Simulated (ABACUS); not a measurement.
**Band-structure run of ZnS (part 1 of 2)**

- system: ZnS (4 atoms in the cell)
- method: Kohn-Sham DFT of a periodic cell, r2SCAN, SG15 ONCV 1.2 PBE, no spin polarisation (ABACUS 3.10.1)

The structure derives from an entry of the Crystallography Open Database.

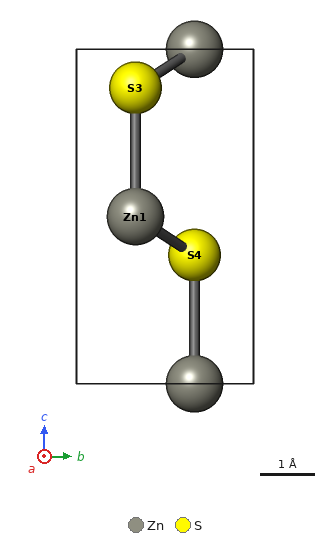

**Figure 1.** The input geometry (ball-and-stick view of the cell of the calculation, along the a axis; atoms are numbered from 1 in the order of the input).

Summary:

| quantity | value |
| --- | --- |
| outcome | converged |
| space group (tolerance 0.01 Å) | P6₃mc (186) |
| electrons treated | 52 |
| free energy | −11456.3133 eV |
| Fermi energy of the self-consistent step | 8.836 eV |
| gap on the k-point mesh | 2.76 eV |
| pressure | 0.86 GPa |
| largest force (length of the vector) | 0.325 eV/Å |
| hardware | 4 threads of AMD EPYC (Zen 3), 16 GiB of memory available, shared host |
| wall time | 70 s (CPU time 4.6 min) |
| peak memory | 0.76 GiB |

Input file:
```
INPUT_PARAMETERS
suffix              ZnS
calculation         scf
basis_type          pw
pseudo_dir          ./
latname             hexagonal
symmetry            1
dft_functional      MGGA_X_R2SCAN+MGGA_C_R2SCAN
ecutwfc             97
pseudo_rcut         10
nspin               1
nbands              38
ks_solver           dav
smearing_method     fd
smearing_sigma      0.00367493
scf_thr             1e-08
scf_nmax            100
mixing_type         broyden
mixing_beta         0.7
cal_force           1
cal_stress          1
mixing_tau          1
out_chg             1
kpar                4
```

File STRU:
```
ATOMIC_SPECIES
Zn 65.3800 Zn_ONCV_PBE-1.2.upf
S 32.0600 S_ONCV_PBE-1.2.upf

LATTICE_CONSTANT
7.2017462609

LATTICE_PARAMETERS
1.6357911309

ATOMIC_POSITIONS
Direct

Zn
0.0
2
0.6666666667 0.3333333333 0.5000000000 1 1 1
0.3333333333 0.6666666667 0.0000000000 1 1 1

S
0.0
2
0.6666666667 0.3333333333 0.8850000000 1 1 1
0.3333333333 0.6666666667 0.3850000000 1 1 1
```

File KPT:
```
K_POINTS
0
Gamma
5 5 3 0 0 0
```

Launched with:
```bash
OMP_NUM_THREADS=1 mpirun -np 4 abacus > log
```

What the program printed:
```
ABACUS v3.10.1

               Atomic-orbital Based Ab-initio Computation at UStc

 ------------------------------------------------------------------------------------

 READING GENERAL INFORMATION
                           global_out_dir = OUT.ZnS/
                           global_in_card = INPUT
                               pseudo_dir = ./
                              orbital_dir =
                                    DSIZE = 4
                                    GSIZE = 1

 READING UNITCELL INFORMATION
                                    ntype = 2
                  lattice constant (Bohr) = 7.20175
              lattice constant (Angstrom) = 3.811

 READING ATOM TYPE 1
                               atom label = Zn
                      L=0, number of zeta = 1
                      L=1, number of zeta = 1
                      L=2, number of zeta = 1
             number of atom for this type = 2

 READING ATOM TYPE 2
                               atom label = S
                      L=0, number of zeta = 1
                      L=1, number of zeta = 1
                      L=2, number of zeta = 1
             number of atom for this type = 2

                        TOTAL ATOM NUMBER = 4
DIRECT COORDINATES
    atom                   x                   y                   z     mag                  vx                  vy                  vz
taud_Zn1            0.6666666667        0.3333333333        0.5000000000  0.0000        0.0000000000        0.0000000000        0.0000000000
taud_Zn2            0.3333333333        0.6666666667        0.0000000000  0.0000        0.0000000000        0.0000000000        0.0000000000
taud_S1            0.6666666667        0.3333333333        0.8850000000  0.0000        0.0000000000        0.0000000000        0.0000000000
taud_S2            0.3333333333        0.6666666667        0.3850000000  0.0000        0.0000000000        0.0000000000        0.0000000000

                          Volume (Bohr^3) = 529.142
                             Volume (A^3) = 78.4106

 Lattice vectors: (Cartesian coordinate: in unit of a_0)
                   +1                  +0                  +0
                 -0.5           +0.866025                  +0
                   +0                  +0            +1.63579
 Reciprocal vectors: (Cartesian coordinate: in unit of 2 pi/a_0)
                   +1            +0.57735                  -0
                   -0             +1.1547                  -0
                   +0                  -0           +0.611325
 The esolver type has been set to : ksdft_pw

                PAO radial cut off (Bohr) = 10

 Read in pseudopotential file is Zn_ONCV_PBE-1.2.upf
                     pseudopotential type = NC
          exchange-correlation functional = PBE
                 nonlocal core correction = 0
                        valence electrons = 20
                                     lmax = 2
                           number of zeta = 0
                     number of projectors = 6
                           L of projector = 0
                           L of projector = 0
                           L of projector = 1
                           L of projector = 1
                           L of projector = 2
                           L of projector = 2
 XC functional updated to : MGGA_X_R2SCAN+MGGA_C_R2SCAN
          exchange-correlation functional = MGGA_X_R2SCAN+MGGA_C_R2SCAN
                PAO radial cut off (Bohr) = 10

 Read in pseudopotential file is S_ONCV_PBE-1.2.upf
                     pseudopotential type = NC
          exchange-correlation functional = PBE
                 nonlocal core correction = 0
                        valence electrons = 6
                                     lmax = 1
                           number of zeta = 0
                     number of projectors = 4
                           L of projector = 0
                           L of projector = 0
                           L of projector = 1
                           L of projector = 1
 XC functional updated to : MGGA_X_R2SCAN+MGGA_C_R2SCAN
          exchange-correlation functional = MGGA_X_R2SCAN+MGGA_C_R2SCAN
     initial pseudo atomic orbital number = 0

 SETUP THE ELECTRONS NUMBER
            electron number of element Zn = 20
      total electron number of element Zn = 40
             electron number of element S = 6
       total electron number of element S = 12
            AUTOSET number of electrons:  = 52
                           occupied bands = 26
                                   NBANDS = 38
                                   NLOCAL = 36

%%%%%%%%%%%%%%%%%%%%%%%%%%%%%%%%%%%%%%%%%%%%%%%%%%%%%%%%%%%%%%%%%%%%%%%%%%%%%%%%%%%%%%%%%%%%%%%%%%%%%%%%%%
 Warning: the number of valence electrons in pseudopotential > 12 for Zn: [Ar] 3d10 4s2
 Pseudopotentials with additional electrons can yield (more) accurate outcomes, but may be less efficient.
 If you're confident that your chosen pseudopotential is appropriate, you can safely ignore this warning.
%%%%%%%%%%%%%%%%%%%%%%%%%%%%%%%%%%%%%%%%%%%%%%%%%%%%%%%%%%%%%%%%%%%%%%%%%%%%%%%%%%%%%%%%%%%%%%%%%%%%%%%%%%

 SETUP THE PLANE WAVE BASIS
 energy cutoff for charge/potential (unit:Ry) = 388
            fft grid for charge/potential = [ 45, 45, 75 ]
                        fft grid division = [ 1, 1, 1 ]
        big fft grid for charge/potential = [ 45, 45, 75 ]
                                     nbxx = 151875
                                     nrxx = 151875

 SETUP PLANE WAVES FOR CHARGE/POTENTIAL
                    number of plane waves = 68317
                         number of sticks = 1393

 PARALLEL PW FOR CHARGE/POTENTIAL
     PROC   COLUMNS(POT)             PW
        1           1393          68317
 --------------- sum -------------------
        1           1393          68317
                            number of |g| = 3059
                                  max |g| = 509.672
                                  min |g| = 0

----------- Double Check Mixing Parameters Begin ------------
mixing_type: broyden
mixing_beta: 0.7
mixing_gg0: 1
mixing_gg0_min: 0.1
mixing_ndim: 8
----------- Double Check Mixing Parameters End ------------

 LATTICE VECTORS: (CARTESIAN COORDINATE: IN UNIT OF A0)
                   +1                  +0                  +0
                 -0.5           +0.866025                  +0
                   +0                  +0            +1.63579
                       right hand lattice = 1
                                   NORM_A = 1
                                   NORM_B = 1
                                   NORM_C = 1.63579
                           ALPHA (DEGREE) = 90
                           BETA  (DEGREE) = 90
                           GAMMA (DEGREE) = 120

 The lattice vectors have been changed (STRU_SIMPLE.cif)

(for optimal symmetric configuration:)
                             BRAVAIS TYPE = 4
                     BRAVAIS LATTICE NAME = 04. Hexagonal cell
                                    ibrav = 4
                                    IBRAV = 4
                                  BRAVAIS = HEXAGONAL CELL
                       LATTICE CONSTANT A = 1
                                C/A RATIO = 1.63579
Original cell was already a primitive cell.
                        ROTATION MATRICES = 24
              PURE POINT GROUP OPERATIONS = 6
                   SPACE GROUP OPERATIONS = 12
                                       C2 = 0
                                       C3 = 2
                                       C4 = 0
                                       C6 = 0
                                       S1 = 3
                                       S3 = 0
                                       S4 = 0
                                       S6 = 0
                              POINT GROUP = C_3v
                                       C2 = 1
                                       C3 = 2
                                       C4 = 0
                                       C6 = 2
                                       S1 = 6
                                       S3 = 0
                                       S4 = 0
                                       S6 = 0
               POINT GROUP IN SPACE GROUP = C_6v

 SETUP K-POINTS
                                    nspin = 1
                   Input type of k points = Monkhorst-Pack(Gamma)
                                   nkstot = 75
                       right hand lattice = 1
(for reciprocal lattice: )
                             BRAVAIS TYPE = 4
                     BRAVAIS LATTICE NAME = 04. Hexagonal cell
                                    ibrav = 4
                       right hand lattice = 1
(for k-lattice: )
                             BRAVAIS TYPE = 4
                     BRAVAIS LATTICE NAME = 04. Hexagonal cell
                                    ibrav = 4
                       right hand lattice = 1
                        ROTATION MATRICES = 24
                               nkstot_ibz = 10
K-POINTS REDUCTION ACCORDING TO SYMMETRY
     IBZ    DIRECT_X    DIRECT_Y    DIRECT_Z  WEIGHT  ibz2bz
       1  0.00000000  0.00000000  0.00000000  0.0133       0
       2 -0.20000000  0.20000000  0.00000000  0.0800       1
       3 -0.40000000  0.40000000  0.00000000  0.0800       2
       4 -0.20000000  0.40000000  0.00000000  0.0800       6
       5  0.40000000  0.40000000  0.00000000  0.0800       7
       6  0.00000000  0.00000000  0.33333333  0.0267      25
       7 -0.20000000  0.20000000  0.33333333  0.1600      26
       8 -0.40000000  0.40000000  0.33333333  0.1600      27
       9 -0.20000000  0.40000000  0.33333333  0.1600      31
      10  0.40000000  0.40000000  0.33333333  0.1600      32

                               nkstot now = 10
[... K-POINTS DIRECT COORDINATES: 10 rows ...]

           k-point number in this process = 3
       minimum distributed K point number = 2
[... stars of the k points ...]

[... K-POINTS CARTESIAN COORDINATES: 3 rows ...]

[... K-POINTS DIRECT COORDINATES: 3 rows ...]

 SETUP PLANE WAVES FOR WAVE FUNCTIONS
     energy cutoff for wavefunc (unit:Ry) = 97
              fft grid for wave functions = [ 45, 45, 75 ]
                    number of plane waves = 9633
                         number of sticks = 379

 PARALLEL PW FOR WAVE FUNCTIONS
     PROC   COLUMNS(POT)             PW
        1            379           9633
 --------------- sum -------------------
        1            379           9633

 SETUP NONLOCAL PSEUDOPOTENTIALS IN PLANE WAVE BASIS
 Zn non-local projectors:
 projector 1 L=0
 projector 2 L=0
 projector 3 L=1
 projector 4 L=1
 projector 5 L=2
 projector 6 L=2
 S non-local projectors:
 projector 1 L=0
 projector 2 L=0
 projector 3 L=1
 projector 4 L=1
      TOTAL NUMBER OF NONLOCAL PROJECTORS = 52

 Init Non-Local PseudoPotential table :
 Init Non-Local-Pseudopotential done.

                                     npwx = 8593

 -------------------------------------------
 SELF-CONSISTENT
 -------------------------------------------
                                 init_chg = atomic

 PW ALGORITHM --------------- ION=   1  ELEC=   1--------------------------------

 Notice: Threshold on eigenvalues was too large.
 hsover_error=0.52 > DRHO=0.181969
 Origin diag ethr = 0.01
 New diag ethr = 0.000349941

 Density error is 0.1769913354
                          Error Threshold = 0.000349940868853
----------------------------------------------------------
     Energy           Rydberg                 eV
----------------------------------------------------------
 E_KohnSham     -841.8554176671      -11454.0305724424
 E_Harris       -848.8027928021      -11548.5544604217
 E_Fermi        0.5909331197         8.0400575655
----------------------------------------------------------

 PW ALGORITHM --------------- ION=   1  ELEC=   2--------------------------------

 Density error is 0.0360818860797
                          Error Threshold = 0.000340367952692
----------------------------------------------------------
     Energy           Rydberg                 eV
----------------------------------------------------------
 E_KohnSham     -841.9796464358      -11455.7207915518
 E_Harris       -836.7337888998      -11384.3472381664
 E_Fermi        0.6486500292         8.8253364055
```
